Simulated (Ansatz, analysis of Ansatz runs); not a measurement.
# Reproducing a measured charge-transition level: Sb-vacancy pair (E centre) in Si, part 2 of 2

Aim: the charge-transition level of the Sb-vacancy pair (E centre) in Si, to be set beside the measurement. Set-up: PBE, 64-site cell, PBE lattice, 420 eV, k: the single point 1/4 1/4 1/4 then 2x2x2 shifted 0.5 0.5 0.5, unscreened image charge. The model is a cell of 64 host atoms with 1 site emptied and Sb put on another atom's site. The level is the Fermi energy at which two charge states have equal formation energy, after a correction for the images of the charge.

Ansatz 0.2.0; PBE, 64-site cell, PBE lattice, 420 eV, k: the single point 1/4 1/4 1/4 then 2x2x2 shifted 0.5 0.5 0.5, unscreened image charge.

So far: Set-up; Relaxation, charge 0.

## 2. Relaxation, charge 0 (continued)

Level of this step: plane-wave PAW DFT, PBE; relaxation of all atoms of a defect supercell (Ansatz).

Relaxation path:

```tsv
step	energy less that of the first step (eV)	largest force component (eV/Å)
1	0.0000	3.6415
2	-4.7634	1.0502
3	-5.8440	0.4831
4	-6.0845	0.2261
5	-6.1121	0.0276
6	-6.1140	0.0117
```

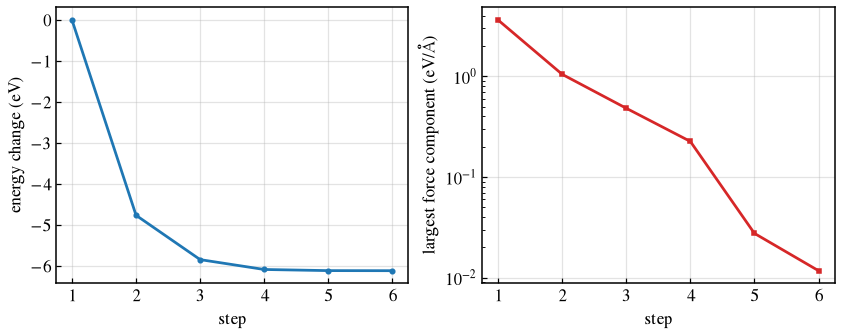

Energy and largest force along the relaxation.

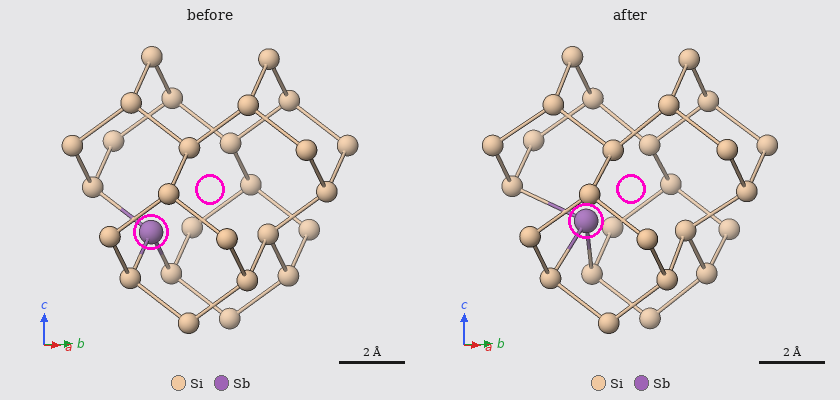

Before and after: the atoms that start within 5 Å of the centre. Sb4, which moves most, is ringed if it is among them. A ring with no atom in it marks the empty centre.

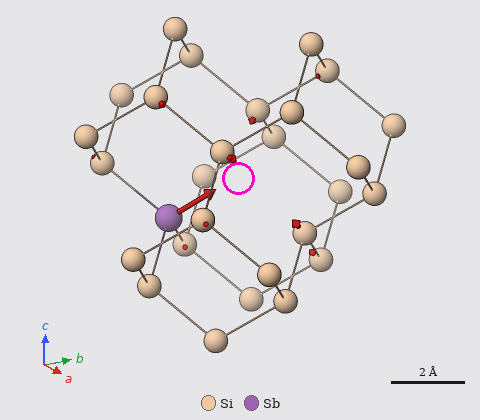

Displacements in the relaxation from the typed sites near the centre, exaggerated, the mean shift taken out; the longest in the cell stands for 0.58 Å. A ring marks the centre wherever it is empty.

The atoms that moved most (Å, from the sites as typed, ahead of the random displacement, the mean shift of all atoms taken out):

```tsv
atom	dx	dy	dz	length
Sb4	0.312	0.353	0.347	0.585
Si48	-0.004	-0.103	0.111	0.152
Si41	0.003	0.110	-0.085	0.139
Si26	0.041	-0.071	-0.063	0.103
Si22	-0.007	-0.074	0.067	0.100
Si14	-0.012	0.068	-0.072	0.100
Si30	-0.033	-0.035	-0.034	0.059
Si6	-0.031	0.020	-0.023	0.043
```

Neighbours of the ideal centre at the end:

```tsv
atom	distance (Å)
Sb4	1.801
Si48	2.242
Si26	2.255
Si41	2.258
Si22	3.767
Si14	3.770
Si30	3.800
Si52	3.839
Si20	3.840
Si36	3.844
Si13	3.847
Si45	3.848
Si37	3.851
```

Numbers from this step:

- free energy: -45901.8039 eV
- total moment: 1 μB
- integral of the absolute spin density: 1.161 μB
- spin contamination: 0.005435

## 3. Relaxation, charge −1

relax1/input.yaml

```yaml
relax:
  f_tol: 0.02
  max_steps: 80
  random_displacement: { amplitude: 0.12, seed: 240 }
crystal:
  lattice:
    - [10.93956648, 0.0, 0.0]
    - [0.0, 10.93956648, 0.0]
    - [0.0, 0.0, 10.93956648]
  atoms:
    - { symbol: Si, position: [0.0, 0.0, 0.25] }
    - { symbol: Si, position: [0.0, 0.25, 0.0] }
[... 1 atom line left out ...]
    - { symbol: Sb, position: [0.25, 0.25, 0.25] }
    - { symbol: Si, position: [0.125, 0.125, 0.375] }
[... 14 atom lines left out ...]
    - { symbol: Si, position: [0.125, 0.625, 0.375] }
[... 1 atom line left out ...]
    - { symbol: Si, position: [0.375, 0.625, 0.125] }
[... 3 atom lines left out ...]
    - { symbol: Si, position: [0.25, 0.5, 0.5] }
[... 3 atom lines left out ...]
    - { symbol: Si, position: [0.375, 0.625, 0.625] }
[... 5 atom lines left out ...]
    - { symbol: Si, position: [0.625, 0.125, 0.375] }
    - { symbol: Si, position: [0.625, 0.375, 0.125] }
[... 3 atom lines left out ...]
    - { symbol: Si, position: [0.5, 0.25, 0.5] }
[... 3 atom lines left out ...]
    - { symbol: Si, position: [0.625, 0.375, 0.625] }
[... 2 atom lines left out ...]
    - { symbol: Si, position: [0.5, 0.5, 0.25] }
[... 3 atom lines left out ...]
    - { symbol: Si, position: [0.625, 0.625, 0.375] }
[... 10 atom lines left out ...]
    - { symbol: Si, position: [0.875, 0.875, 0.875] }
  host:
    repeats: [2, 2, 2]
    atoms:
      - { symbol: Si, position: [0.0, 0.0, 0.5] }
      - { symbol: Si, position: [0.0, 0.5, 0.0] }
      # ... 6 more atoms of the perfect host
total_charge: -1
basis:
  ecutwfc: 420
  xc_grid: 2
hamiltonian:
  xc: pbe
kpoints:
  mp_grid: { grid: [1, 1, 1], shift: [0.25, 0.25, 0.25] }
scf:
  occupations: { method: fermi_dirac, width: 0.01 }
  max_iter: 60
output:
  forces: true
  charged_corrections:
    epsilon: 12.98
    static_epsilon: 12.98
    defect_position: [0.3125, 0.3125, 0.3125]
checkpoint:
  write: "../relax1.run"
  compress: false
  write_wavefunctions: true
  write_every: 100000
```

On the command line:

```sh
> ansatz run input.yaml --threads 2 --pin off --max-ram 4710MiB --backend cpu --events-out ev --progress --plain --runs-dir out
```

Numbers of over 12 decimals in the logs are rounded to 6 here.

The program printed:

```text
[...]
Crystal: 63 atoms, lattice volume = 1309.183 Å³
Basis set: ecut = 420 eV, 25677 PW (Γ), exchange–correlation on 150×150×150 points (8 copies of the dense FFT grid, shifted against one another)
Bands: 195, of which v1, the nominal top of the filled ones, is band 132 counted from 1 (131 counted from 0)
Symmetry: 1 space group operations
k-points: 1
[...]
SCF iter   1: F=—  HF=-45889.044020 eV  |F-HF|=—  |Δ(HF+E_count)|=         —  Δρ=4.72e-3  dr2=8.33e-1  ethr=1.77e-3  ⟨swp⟩=6.0  Hψ=893  notcnv=0  defer=41
[...]
SCF iter  11: F=-45888.944463 eV  HF=-45888.944464 eV  |F-HF|=1.06e-6  |Δ(HF+E_count)|=   5.75e-7  Δρ=3.87e-6  dr2=1.22e-6  ethr=3.79e-9  ⟨swp⟩=3.0  Hψ=464  notcnv=0
SCF 1 converged in 11 iterations: F = -45888.944463 eV  dr2 = 1.22e-6
[...]
--- Relaxed structure (13 steps of the walk, 12 accepted, 0 SCFs on fresh bases) ---
  F+E_penalty+E_count = -45895.40472496 eV   max|allowed force component| = 1.923e-2 eV/Å
  atoms:
    - { symbol: Si, position: [0.001884, 0.000891, 0.249598] }
    - { symbol: Si, position: [0.002007, 0.249988, 0.000990] }
    [... 1 atom left out ...]
    - { symbol: Sb, position: [0.295165, 0.295233, 0.297490] }
    - { symbol: Si, position: [0.126745, 0.126269, 0.374947] }
    - { symbol: Si, position: [0.127011, 0.374327, 0.127249] }
    - { symbol: Si, position: [0.374543, 0.126239, 0.126963] }
    [... 2 atoms left out ...]
    - { symbol: Si, position: [0.249253, -0.001720, 0.498654] }
    [... 11 atoms left out ...]
    - { symbol: Si, position: [0.373724, 0.620611, 0.126136] }
    [... 3 atoms left out ...]
    - { symbol: Si, position: [0.252559, 0.489901, 0.487612] }
    [... 5 atoms left out ...]
    - { symbol: Si, position: [0.499874, -0.002096, 0.246969] }
    [... 8 atoms left out ...]
    - { symbol: Si, position: [0.493422, 0.252217, 0.488741] }
    [... 6 atoms left out ...]
    - { symbol: Si, position: [0.495109, 0.492643, 0.253205] }
    [... 15 atoms left out ...]
[key lines of the parts left out:]
SCF converged after 6 iterations
Free energy (F): -45895.404725 eV
Fermi energy:    6.314910 eV
```

Run time: 4.1 min. Hardware: 2 threads of Arm Neoverse V2, shared host; peak memory 1.7 GiB; 8.1 min of CPU time.

The steps of the relaxation:

```tsv
step	energy less that of the first step (eV)	largest force component (eV/Å)
1	0.0000	3.5922
2	-4.7439	1.2039
3	-5.9827	0.6452
4	-6.3238	0.3824
5	-6.4462	0.0709
6	-6.4548	0.0350
7	-6.4577	0.0272
8	-6.4557	0.0702
9	-6.4587	0.0123
10	-6.4591	0.0176
11	-6.4596	0.0258
12	-6.4603	0.0192
13	-6.4603	0.0192
```

Relaxation step 8 was tried and not accepted.

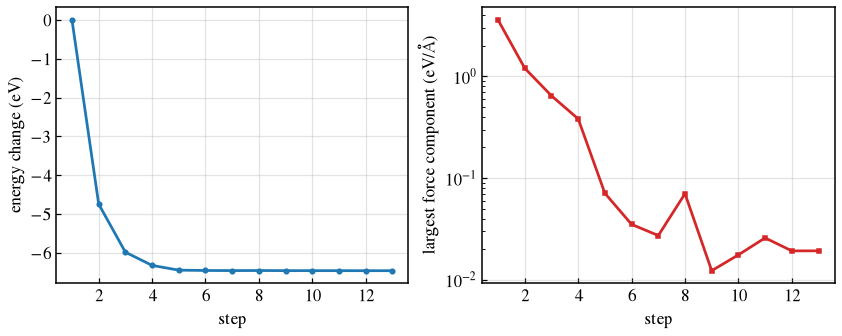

Energy and largest force along the relaxation.

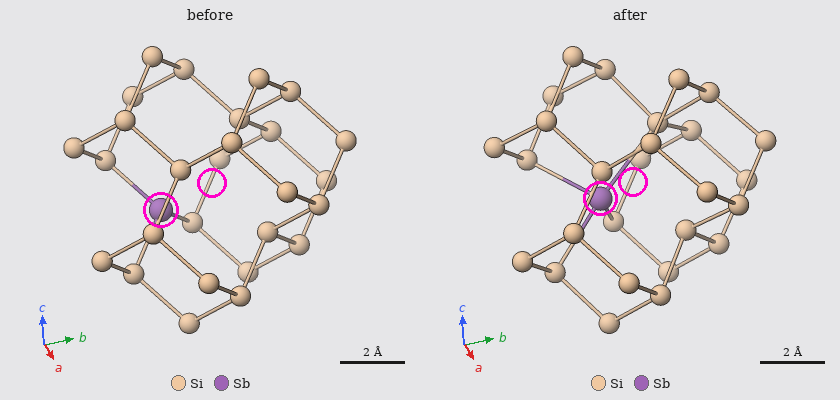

Before and after: the atoms that start within 5 Å of the centre. Sb4, which moves most, is ringed if it is among them. A ring with no atom in it marks the empty centre.

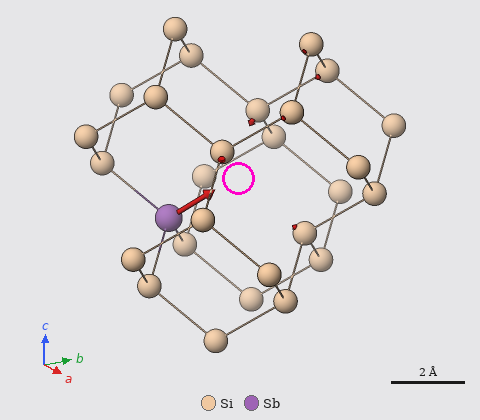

Displacements in the relaxation from the typed sites near the centre, exaggerated, the mean shift taken out; the longest in the cell stands for 0.89 Å. A ring marks the centre wherever it is empty.

The atoms that moved most (Å, from the sites as typed, ahead of the random displacement, the mean shift of all atoms taken out):

```tsv
atom	dx	dy	dz	length
Sb4	0.497	0.508	0.532	0.888
Si26	0.031	-0.097	-0.123	0.160
Si41	-0.069	0.038	-0.111	0.136
Si30	-0.053	-0.062	-0.065	0.104
Si48	-0.050	-0.067	0.048	0.096
Si45	-0.046	-0.043	-0.052	0.081
Si56	-0.026	-0.023	-0.044	0.056
Si52	-0.026	-0.029	-0.027	0.048
```

The atoms nearest to the centre after the run:

```tsv
atom	distance (Å)
Sb4	1.498
Si26	2.212
Si41	2.243
Si48	2.271
Si30	3.760
Si45	3.788
Si52	3.817
Si22	3.825
Si14	3.831
Si6	3.835
Si13	3.841
Si7	3.843
Si5	3.844
Si37	3.845
Si20	3.860
Si36	3.868
```

This step gave:

```
free energy      : -45895.4047 eV
smearing term TS : 0.02394 eV
```

## 4. Single point, charge 0

The relaxed structure is kept, and the final numbers are taken at the final level and k-points.

This step: plane-wave PAW DFT, PBE; single point of a defect supercell.

point0/input.yaml

```yaml
crystal:
  lattice:
    - [10.93956648, 0.0, 0.0]
    - [0.0, 10.93956648, 0.0]
    - [0.0, 0.0, 10.93956648]
  atoms:
    - { symbol: Si, position: [0.000111261, -0.001952149, 0.247857631] }
    - { symbol: Si, position: [2.065e-05, 0.24766435, -0.001949694] }
[... 1 atom line left out ...]
    - { symbol: Sb, position: [0.278235215, 0.28104208, 0.280528973] }
[... 8 atom lines left out ...]
    - { symbol: Si, position: [0.124855248, 0.37436584, 0.622217587] }
    - { symbol: Si, position: [0.373640709, 0.129942697, 0.617234699] }
[... 5 atom lines left out ...]
    - { symbol: Si, position: [0.125265137, 0.621715162, 0.374373866] }
[... 1 atom line left out ...]
    - { symbol: Si, position: [0.374041443, 0.616986737, 0.130011891] }
[... 3 atom lines left out ...]
    - { symbol: Si, position: [0.253438735, 0.492258544, 0.493101705] }
[... 3 atom lines left out ...]
    - { symbol: Si, position: [0.371736377, 0.620524195, 0.620713923] }
[... 5 atom lines left out ...]
    - { symbol: Si, position: [0.623005517, 0.126059008, 0.371503803] }
[... 4 atom lines left out ...]
    - { symbol: Si, position: [0.500009573, 0.258794261, 0.491048376] }
[... 3 atom lines left out ...]
    - { symbol: Si, position: [0.624539577, 0.374307932, 0.622854067] }
[... 2 atom lines left out ...]
    - { symbol: Si, position: [0.499326636, 0.489350534, 0.259013405] }
[... 3 atom lines left out ...]
    - { symbol: Si, position: [0.624106184, 0.622168239, 0.373676296] }
[... 10 atom lines left out ...]
    - { symbol: Si, position: [0.874279802, 0.873335029, 0.873455565] }
  host:
    repeats: [2, 2, 2]
    atoms:
      - { symbol: Si, position: [0.0, 0.0, 0.5] }
      - { symbol: Si, position: [0.0, 0.5, 0.0] }
      # ... 6 more atoms of the perfect host
basis:
  ecutwfc: 420
  xc_grid: 2
hamiltonian:
  xc: pbe
kpoints:
  mp_grid: { grid: [2, 2, 2], shift: [0.5, 0.5, 0.5] }
magnetization:
  spin_polarized: true
  initial_magnetization: 1
  spin_locking: { lock_magnetization: hard }
scf:
  occupations: { method: fermi_dirac, width: 0.01 }
  max_iter: 60
output:
  forces: true
  charged_corrections:
    epsilon: 12.98
    static_epsilon: 12.98
    defect_position: [0.3125, 0.3125, 0.3125]
  eigenvalues: true
checkpoint:
  read: "../relax0.run"
  write: "../point0.run"
  compress: false
  write_wavefunctions: true
  write_every: 100000
```

The program printed:

```text
[...]
Crystal: 63 atoms, lattice volume = 1309.183 Å³
Basis set: ecut = 420 eV, 25677 PW (Γ), exchange–correlation on 150×150×150 points (8 copies of the dense FFT grid, shifted against one another)
Bands: 195, of which v1, the nominal top of the filled ones, is band 132 counted from 1 (131 counted from 0)
Symmetry: 1 space group operations
[...]
k-points: 4 of 8 (time reversal used)
[...]
Stability of the state it starts from, as read at its close in the collinear treatment: not read negative (Ritz values of 1 − χ₀K, real part plus size of imaginary part, from 0.34 to 0.98, by its mixing steps under no symmetry); [...]
Starting moments: Σ|m| = 1 μB on 63 of 63 sites; this step starts from the density that it was given
[...]
--- Forces (eV/Å), atoms counted from 1 ---
  atom   1  Si     0.01727388     0.01844783    -0.12438275
  atom   2  Si     0.01735281    -0.12005656     0.02159611
  [... 1 atom left out ...]
  atom   4  Sb     0.01870533    -0.01714487    -0.00120187
  atom   5  Si     0.01440481     0.00291892     0.11914889
  atom   6  Si     0.01540441     0.12035217     0.00506738
  atom   7  Si     0.13121969     0.01352397     0.01419432
  [... 6 atoms left out ...]
  atom  14  Si     0.24232392    -0.04877393     0.06092593
  [... 5 atoms left out ...]
  atom  20  Si     0.03234509    -0.03432165     0.05367228
  [... 1 atom left out ...]
  atom  22  Si     0.23281214     0.04583221    -0.04249712
  [... 3 atoms left out ...]
  atom  26  Si    -0.09834993    -0.03649796    -0.06794042
  [... 14 atoms left out ...]
  atom  41  Si    -0.21712281    -0.16880964    -0.05285203
  [... 6 atoms left out ...]
  atom  48  Si    -0.20746098    -0.00772686    -0.16180258
  [... 15 atoms left out ...]
  max |Σ_I F_I| component: 5.75e-6 eV/Å
--- Band table (eV; the first three rows and the last of 8) ---
[...]
[... further k-points left out ...]
[key lines of the parts left out:]
SCF converged after 11 iterations
Magnetization: 1.0000 μB (132.0000 up, 131.0000 down)
Free energy (F): -45901.509431 eV
Fermi energy:    6.263794 (↑ 6.338712, ↓ 6.089106) eV
```

The job ended after 5.5 min (2 threads; peak memory 3.5 GiB).

Read from the output:

* free energy: -45901.5094 eV
* total moment: 1.0000 μB
* integral of the absolute spin density: 1.054 μB
* spin contamination: 0.004592

## 5. Single point, charge −1

This step: plane-wave PAW DFT, PBE; single point of a defect supercell.

point1/input.yaml

```yaml
crystal:
  lattice:
    - [10.93956648, 0.0, 0.0]
    - [0.0, 10.93956648, 0.0]
    - [0.0, 0.0, 10.93956648]
  atoms:
    - { symbol: Si, position: [0.001884265, 0.000891126, 0.249597513] }
    - { symbol: Si, position: [0.002007483, 0.249987801, 0.000989503] }
[... 1 atom line left out ...]
    - { symbol: Sb, position: [0.295164768, 0.295233238, 0.297489548] }
[... 1 atom line left out ...]
    - { symbol: Si, position: [0.127011046, 0.374326567, 0.127249438] }
    - { symbol: Si, position: [0.374543056, 0.126238696, 0.126963404] }
[... 5 atom lines left out ...]
    - { symbol: Si, position: [0.125172501, 0.375268312, 0.621692876] }
    - { symbol: Si, position: [0.374962922, 0.125536929, 0.620721363] }
[... 7 atom lines left out ...]
    - { symbol: Si, position: [0.373724047, 0.620611224, 0.126135584] }
[... 3 atom lines left out ...]
    - { symbol: Si, position: [0.252559205, 0.489900809, 0.487611851] }
[... 3 atom lines left out ...]
    - { symbol: Si, position: [0.369915955, 0.61812249, 0.617889437] }
[... 10 atom lines left out ...]
    - { symbol: Si, position: [0.493422442, 0.252216714, 0.48874121] }
[... 3 atom lines left out ...]
    - { symbol: Si, position: [0.620496747, 0.369857153, 0.619129821] }
[... 2 atom lines left out ...]
    - { symbol: Si, position: [0.495109401, 0.492642923, 0.253204938] }
[... 3 atom lines left out ...]
    - { symbol: Si, position: [0.622316309, 0.621064209, 0.371362622] }
[... 10 atom lines left out ...]
    - { symbol: Si, position: [0.874161947, 0.873045249, 0.873193124] }
  host:
    repeats: [2, 2, 2]
    atoms:
      - { symbol: Si, position: [0.0, 0.0, 0.5] }
      - { symbol: Si, position: [0.0, 0.5, 0.0] }
      # ... 6 more atoms of the perfect host
total_charge: -1
basis:
  ecutwfc: 420
  xc_grid: 2
hamiltonian:
  xc: pbe
kpoints:
  mp_grid: { grid: [2, 2, 2], shift: [0.5, 0.5, 0.5] }
scf:
  occupations: { method: fermi_dirac, width: 0.01 }
  max_iter: 60
output:
  forces: true
  charged_corrections:
    epsilon: 12.98
    static_epsilon: 12.98
    defect_position: [0.3125, 0.3125, 0.3125]
  eigenvalues: true
checkpoint:
  read: "../relax1.run"
  write: "../point1.run"
  compress: false
  write_wavefunctions: true
  write_every: 100000
```

The program printed:

```text
[...]
Crystal: 63 atoms, lattice volume = 1309.183 Å³
Basis set: ecut = 420 eV, 25677 PW (Γ), exchange–correlation on 150×150×150 points (8 copies of the dense FFT grid, shifted against one another)
Bands: 195, of which v1, the nominal top of the filled ones, is band 132 counted from 1 (131 counted from 0)
Symmetry: 1 space group operations
[...]
k-points: 4 of 8 (time reversal used)
[...]
SCF iter   9: F=-45895.159034 eV  HF=-45895.159034 eV  |F-HF|=3.93e-8  |Δ(HF+E_count)|=   2.02e-8  Δρ=1.07e-6  dr2=5.65e-8  ethr=3.79e-11  ⟨swp⟩=12.8  Hψ=4655  notcnv=0
SCF 1 converged in 9 iterations: F = -45895.159034 eV  dr2 = 5.65e-8
[...]
SCF converged after 9 iterations
Free energy (F): -45895.159034 eV
[...]
Internal energy: -45895.145531 eV  (E = F + TS)
E sigma→0 (E₀):  -45895.152283 eV
Entropy (-TS):   -0.013503 eV (-0.214 meV/atom)
Fermi energy:    6.366058 eV
[...]
--- Forces (eV/Å), atoms counted from 1 ---
  atom   1  Si     0.03730732     0.03647742    -0.07911926
  atom   2  Si     0.02665759    -0.10679302     0.03214954
  [... 1 atom left out ...]
  atom   4  Sb     0.01395713    -0.03176797    -0.09233703
  atom   5  Si     0.01453589    -0.01170292     0.06781061
  atom   6  Si     0.01294174     0.07664245    -0.02014261
  atom   7  Si     0.09738211     0.01376556    -0.00204115
  [... 5 atoms left out ...]
  atom  13  Si     0.01293118     0.01575667    -0.05125312
  atom  14  Si     0.11568588    -0.02282796     0.00120064
  [... 7 atoms left out ...]
  atom  22  Si     0.15679946     0.04363333    -0.04925198
  [... 3 atoms left out ...]
  atom  26  Si    -0.06963687    -0.01594675     0.06888533
  [... 14 atoms left out ...]
  atom  41  Si    -0.11059076    -0.06147981     0.03928661
  [... 6 atoms left out ...]
  atom  48  Si    -0.14241826    -0.08151732    -0.05911834
  [... 15 atoms left out ...]
  max |Σ_I F_I| component: 1.60e-5 eV/Å
--- Charged-cell corrections in eV (Makov–Payne, q = -1.000 e, ε = 12.980) ---
[...]
E_corr1          = +0.143864  (monopole, q²α_M/2εL)
[...]
--- Band table (eV) ---
[...]
[... further k-points left out ...]
```

Run time: 2.1 min. Hardware: 2 threads; peak memory 2.9 GiB.

This step gave:

```yaml
free_energy: -45895.1590 eV
smearing_term_ts: 0.01350 eV
```

## 6. Charge-transition levels

A charged cell feels its images and has its own zero of potential; this step corrects both and places the level between the host's band edges.

This step: place-levels on PBE runs: charge-transition levels with image-charge correction and potential alignment at the atomic sites.

levels.yaml

```yaml
host:
  run: host.point.run
  levels_from: { run: edges.run }
states: [point0.run, point1.run]
geometry_from:
  point0.run: relax0.run
  point1.run: relax1.run
  host.point.run: host.relax.run
epsilon: 1.0001
static_epsilon: 1.0001
```

On the command line:

```sh
> ansatz place-levels levels.yaml -- --threads 2 --pin off --max-ram 4710MiB
```

The program printed:

```text
(0/-1) 0.606 eV above the valence edge (+1.556 eV without the band-filling correction), in the conduction band
  edges by pbe of host.levels_from (edges.run), its mesh sampled to repeats of 27.07 Å (the valence edge +0.289 eV and the conduction edge -0.316 eV from those of the host's own run), gap 0.596 eV; the host is sampled to repeats of 30.94 Å
  the defect's cells are sampled to repeats of 30.94 Å, like sampling
  charge 0: +0.000 eV for its dipole among its images, +0.000 omitted
  charge -1: -45893.9331 eV with its correction of +1.226 eV, at epsilon 1.0001, aligned at sites: +0.6412 eV, mean over 32 atomic sites at or beyond 5.47 Å from the defect at [0.3125, 0.3125, 0.3125], with +0.001014 for the charge's moments and without [...]
  states[1] (point1.run): levels filled in part (TS 0.014 eV): its energy is of no whole electron's
  of states[0] (point0.run): its moments are held at its close (magnetization.spin_locking), by a field of 0.054 eV a Bohr magneton, and its energy and levels are of the state that this holds: a run that lets them go can end lower
  of states[1] (point1.run): how wide its charge is, is not read beside other atoms or cores, and a band state would take no correction. [...]
```

Run time: 0.16 s. Hardware: 2 threads.

What was changed: . The numbers above are not the defect's.

## 7. Outcome

This set-up is not sound: the wrong dielectric constant screens the image charge. For the record: (0/-1) level below the conduction-band bottom: computed -0.01 eV, measured 0.44 eV; 0.45 eV shallower than the measurement.

[Logs are printed without paths, hosts, clocks, repeated set-up lines and the standing remarks that a program may print on its own settings, such as how far it seeks lower states.]

[Hosts, paths, dates, database ids (printed as entryN), source tags and the programs' standing remarks are cut or masked in the printed files.]

[For some hosts the program warned that the k-mesh of the response run may be too coarse for force constants and the static dielectric constant; such warnings are not shown here.]
